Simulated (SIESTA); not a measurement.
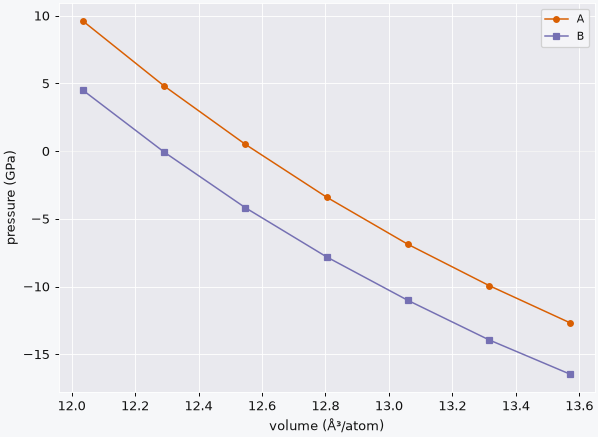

Plotted: pressure against volume, with one curve for each functional, for CoSi₂ (space group Fm-3m). The labels are replaced by letters. In alphabetical order the cases are: LDA; PBEsol.

Method: DFT in numerical atomic orbitals with pseudopotentials, collinear spins; energies at scaled volumes of the given cell, shape and fractions fixed, counted from the fit's minimum, third-order Birch-Murnaghan fit (SIESTA 5.4.2). All runs: collinear spin.

- occupations: Fermi–Dirac
- smearing width: 0.05 eV
- potentials: PseudoDojo 0.4 standard, converted to PSML, two zetas on semicore shells

### Which letter stands for which functional?

A: PBEsol; B: LDA.

Note: mulliken charges of long orbitals; short basis over semicore shells.
